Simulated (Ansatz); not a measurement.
**ZnH2: density, localisation and related maps**

The calculation's input:

```
crystal:
  lattice:
    - [1.3956884576, 0.8058011067, 5.2880298376]
    - [-1.3956884576, 0.8058011067, 5.2880298376]
    - [0.0, -1.6116022134, 5.2880298376]
  atoms:
    - { symbol: Zn, position: [0.0, 0.0, 0.0] }
    - { symbol: H, position: [0.7278522682, 0.7278522682, 0.7278522682] }
    - { symbol: H, position: [0.2721477318, 0.2721477318, 0.2721477318] }
basis:
  ecutwfc: 420
kpoints:
  mp_grid: { grid: [12, 12, 12] }
hamiltonian:
  xc: pbe
scf:
  occupations: { method: gaussian, width: 0.02 }
output:
  forces: true
  stress: true
  eigenvalues: true
  write_density: true
  write_potential: true
  elf: true
  volumetric_format: npy
relax:
  adjacent_minimum: "off"
  f_tol: 0.01
  max_steps: 80
  cell: { stress_tol: 0.05 }
```

Command:

```sh
ansatz run input.yaml --threads 1 --pin off --max-ram 2560MiB --backend cpu --events-out ev --progress --plain --runs-dir out
```

Below, planes, directions and counts refer to the conventional cell (a = 2.79 Å, b = 2.79 Å, c = 15.86 Å, α = 90.00°, β = 90.00°, γ = 120.00°).

The fields are those of the relaxed geometry.

Space group R-3m; started from the cadmium chloride_166 prototype, which need not be the ambient phase.

All numbers below come from Ansatz, DFT PBE, scalar-relativistic, plane waves, PAW.

In a PAW calculation such maps are meaningful between the atoms, not at the nuclei.

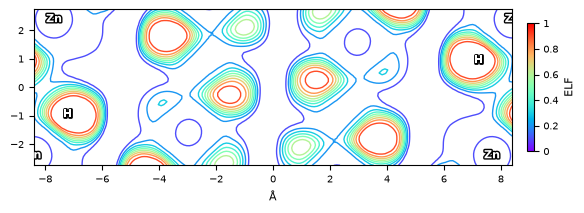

Figure 1. Electron localisation function on the (111) plane of the conventional cell.

Question: What do the fields say about this system?

Answer: The plane passes through Zn and H nuclei. Atoms just off the plane (Zn, 0.5 Å away and H, 0.4 Å away) can leave unmarked features too. Zn–H (1.88 Å): the ELF climbs to about 1 towards the hydrogen.

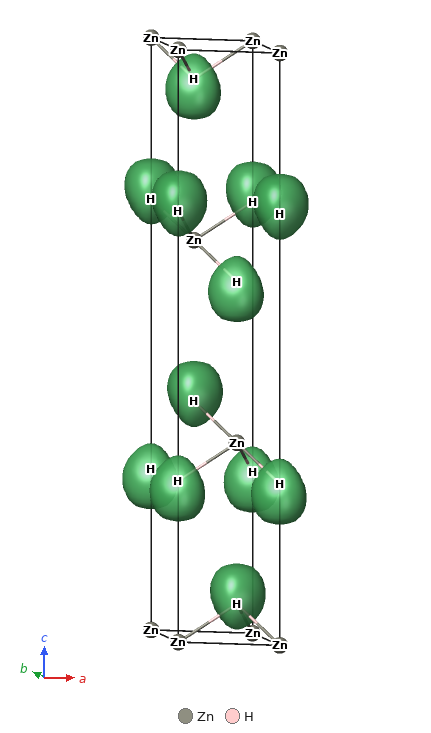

Figure 2. Isosurface of the ELF at 0.8 (green), seen slightly off an axis. Only the valence region is drawn (cores and ρ < 0.01 e/Å³ removed). Sticks mark near contacts.

Question: Identify the bonds, lone pairs and shells in this picture.

Answer: The ELF exceeds this value in six regions around hydrogen nuclei, counted in one cell of 9 atoms. Any copies at cell faces, edges or corners count once.

Question: Metal or insulator at this level of theory?

Answer: It is gapped, with a Kohn–Sham gap of 2.3 eV on the k-point mesh, an upper bound to the gap of this method.
